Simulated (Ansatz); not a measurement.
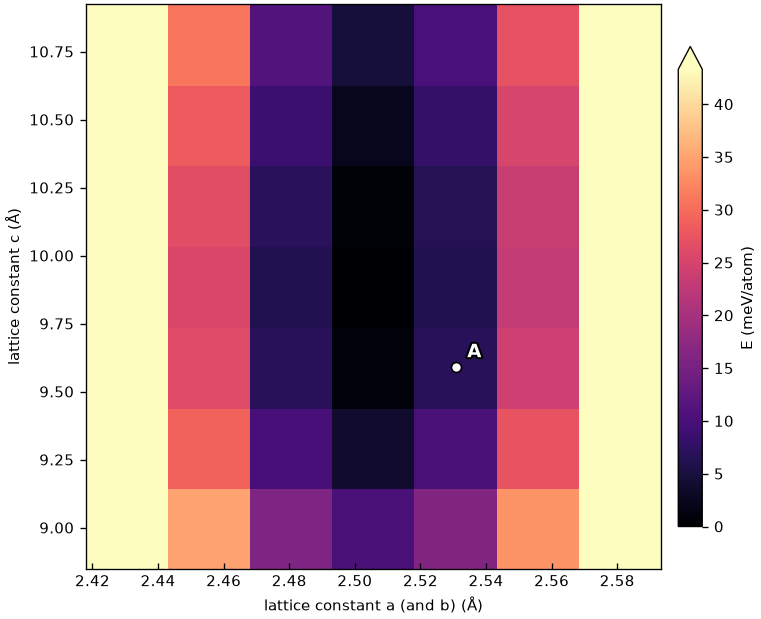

BN (R3m, No. 160; 2 atoms in the cell). 
- The energy is mapped over the lattice constants a and c of the conventional cell.
- Coordinates scanned: (1) lattice constant a (and b); (2) lattice constant c.
- Nothing is relaxed (fractional coordinates fixed).
- The scan uses a 7 × 7 grid.
- Energies: meV/atom, counted from the lowest grid point.
- The D3 coefficients switch with the coordination numbers inside this range, which puts artificial structure into the map.
- All numbers below come from Ansatz, DFT PBE+D3(BJ), scalar-relativistic, plane waves, PAW. Settings: cutoff 520 eV, k-mesh 12×12×12, gaussian smearing 0.05 eV, no spin polarisation.

Drawn: one coloured cell a grid point, one colour for all values above the top of the scale, the point A.

### Is A at rest? If not, where is it pushed?

A, at lattice constant a (and b) = 2.531 Å, lattice constant c = 9.59 Å, is not a stationary point. The computed force is 470 meV/atom for each Å towards smaller values of lattice constant a (and b) and 6.4 meV/atom for each Å towards larger values of lattice constant c.

PAW datasets: the set soft_1.
